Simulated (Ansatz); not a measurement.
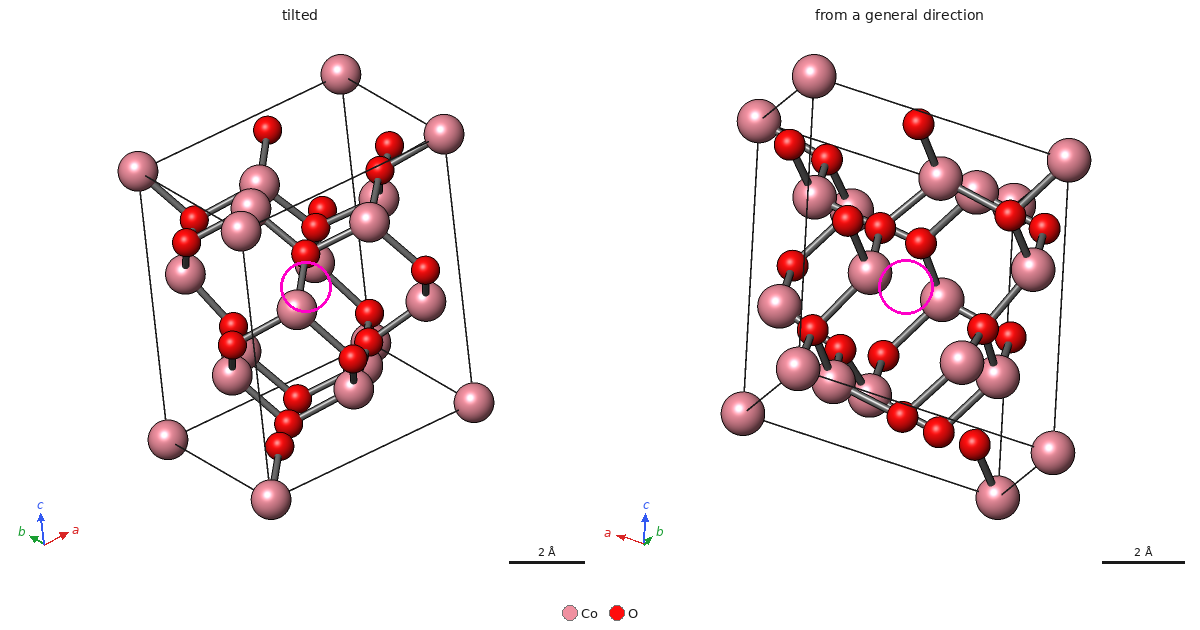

The image is a ball-and-stick drawing of a crystal, viewed slightly off an axis and from a general direction. Thin lines show the supercell, with boundary atoms drawn in all their periodic places. The host is CoO, in a cell of 28 sites, and the cell is neutral. A ring marks the defect's site.

What imperfection does the supercell contain?

A cobalt vacancy. Around the empty site lie four O at about 2.2 to 2.3 Å.

The atoms were relaxed in the host's cell with DFT PBE+U, scalar-relativistic, plane waves, PAW (Ansatz).
